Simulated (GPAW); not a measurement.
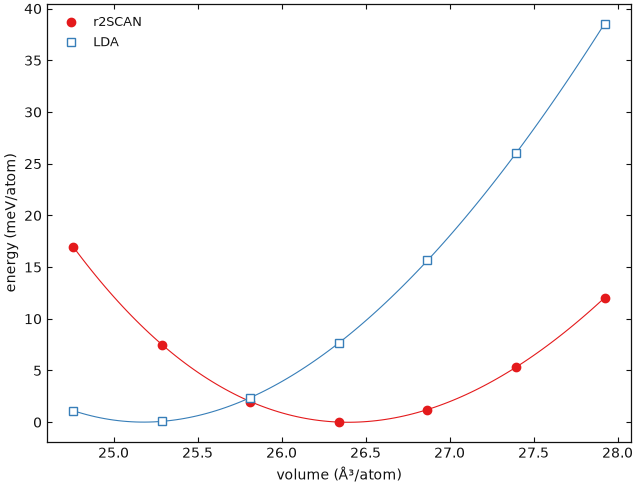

The picture above shows the energy against volume, with one curve for each functional, for Mg₃Sb₂ (space group P-3m1).

Method: PAW DFT in plane waves, on a grid or in atomic orbitals, no spin polarisation; energies at scaled volumes of the given cell, shape and fractions fixed, counted from the fit's minimum, third-order Birch-Murnaghan fit (GPAW 26.7.0). All runs: no spin polarisation.

k mesh 5×5×3; occupations Fermi–Dirac; smearing width 0.05 eV; potentials GPAW PAW data sets (gpaw data 1.2.1); wave cutoff 800 eV.

### Order the curves by fitted equilibrium volume, smallest first.

LDA 25.179, r2SCAN 26.397 Å³/atom.

### Order the curves by fitted bulk modulus, smallest first.

r2SCAN 48.1, LDA 49.5 GPa.

Note: the fit and the printed pressures don't fully agree, or the minimum lies near the end of the range (r2SCAN); shape and atomic fractions are frozen while scaling, which makes layered, chain and framework solids too stiff.
